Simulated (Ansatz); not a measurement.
Zr$_{9}$O$_{16}$ (cell with a defect)

```yaml
crystal:
  lattice:
    - [-5.11583, 5.11583, 0.00000]
    - [-5.11583, 0.00000, 5.11583]
    - [0.00000, 5.11583, 5.11583]
  atoms:
    - { symbol: Zr, position: [0.01303, 0.01140, 0.48743] }
    - { symbol: Zr, position: [0.48770, 0.01137, 0.48749] }
    - { symbol: Zr, position: [0.01299, 0.48610, 0.48747] }
    - { symbol: Zr, position: [0.00031, 0.99872, 0.00013] }
    - { symbol: Zr, position: [0.50036, 0.49874, 0.50012] }
    - { symbol: Zr, position: [0.48769, 0.01138, 0.01275] }
    - { symbol: Zr, position: [0.01298, 0.48610, 0.01275] }
    - { symbol: Zr, position: [0.48767, 0.48609, 0.01278] }
    - { symbol: O, position: [0.87067, 0.86324, 0.37292] }
    - { symbol: O, position: [0.38905, 0.87153, 0.36719] }
    - { symbol: O, position: [0.87315, 0.38743, 0.37151] }
    - { symbol: O, position: [0.86483, 0.86906, 0.89246] }
    - { symbol: O, position: [0.36742, 0.37011, 0.38883] }
    - { symbol: O, position: [0.37314, 0.89102, 0.87046] }
    - { symbol: O, position: [0.89265, 0.37155, 0.86462] }
    - { symbol: O, position: [0.37172, 0.36580, 0.87290] }
    - { symbol: O, position: [0.62002, 0.61175, 0.12761] }
    - { symbol: O, position: [0.13634, 0.62613, 0.11574] }
    - { symbol: O, position: [0.62771, 0.13475, 0.12104] }
    - { symbol: O, position: [0.61338, 0.61842, 0.63987] }
    - { symbol: O, position: [0.11595, 0.11968, 0.13612] }
    - { symbol: O, position: [0.12782, 0.63852, 0.61979] }
    - { symbol: O, position: [0.64011, 0.12620, 0.61314] }
    - { symbol: O, position: [0.12127, 0.11436, 0.62752] }
    - { symbol: Zr, position: [0.75035, 0.74874, 0.75012] }
```

The calculation used Ansatz 0.2.0, DFT PBE, scalar-relativistic, plane waves, PAW.

In a PAW calculation such maps are meaningful between the atoms, not at the nuclei.

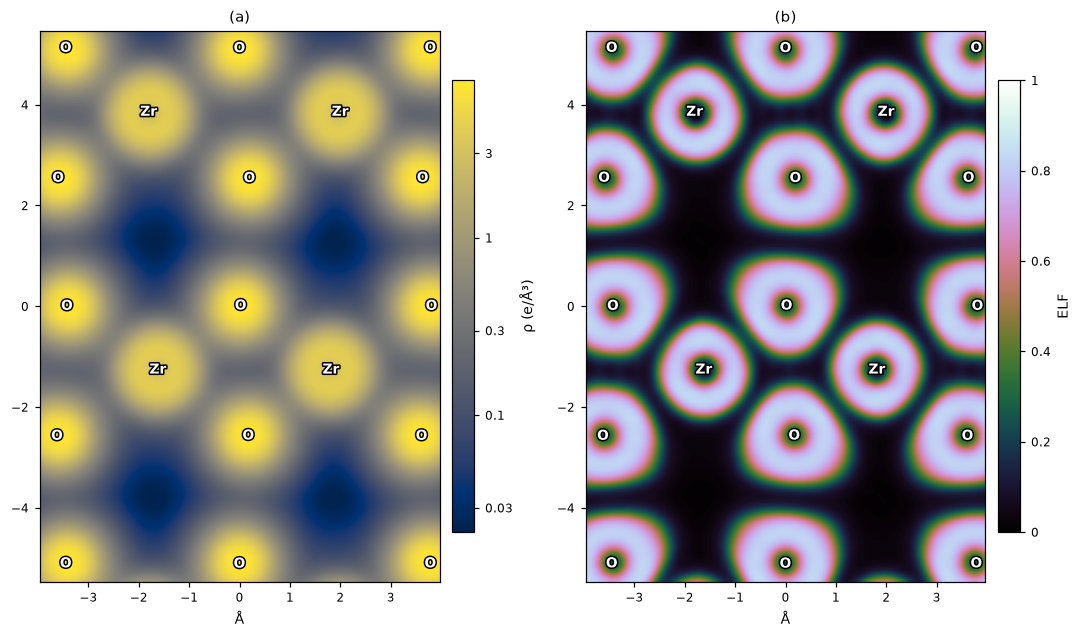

Figure 1. (a) valence electron density; (b) ELF on the (101̄) plane of the calculation cell.

### Interpret the plot.

Atoms in the plane: Zr and O. Zr–O (2.08 Å): ρ is about 0.71 e/Å³ halfway; the ELF peaks at about 0.85 in the valence shell of O, 0.6 Å from its nucleus, and drops to about 0.25 between the two atoms; no shared electron pair shows on this line. Zr–O (2.10 Å): ρ at the midpoint is about 0.67 e/Å³; the ELF peaks at about 0.85 in the valence shell of O, 0.6 Å from its nucleus, and drops to about 0.20 between the two atoms: no shared electron pair shows on this line. Zr–O (2.22 Å): the density is about 0.49 e/Å³ at the midpoint; the ELF peaks at about 0.85 in the valence shell of O, 0.6 Å from its nucleus, and drops to about 0.15 between the two atoms (no localised pair shows between them). Between the atoms the lowest density in this plane is 0.02 e/Å³. The features right at Zr lie inside the PAW spheres, where the map follows smoothed inner orbitals and isn't to be read closely.

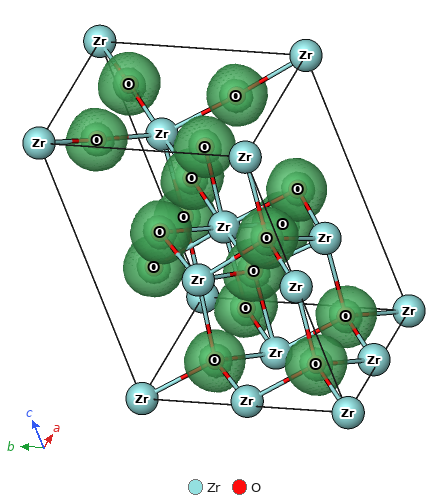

Figure 2. Isosurface of the electron localisation function at 0.75 (green), seen at an oblique angle. Core shells and regions of very low density are left out. Sticks mark near contacts.

### Identify the bonds, lone pairs and shells in this picture.

At this value the surface marks out 16 regions wrapped around O (the valence shell of each), counted in one cell of 25 atoms. Any copies at cell faces, edges or corners count once. Profiles from the grid: Zr–Zr (2.69 Å): the ELF is about 0.35 at the midpoint.

### Metal or insulator at this level of theory?

It is gapped, with a Kohn–Sham gap of 1.4 eV on the k-point mesh, an upper bound to the gap of this method.
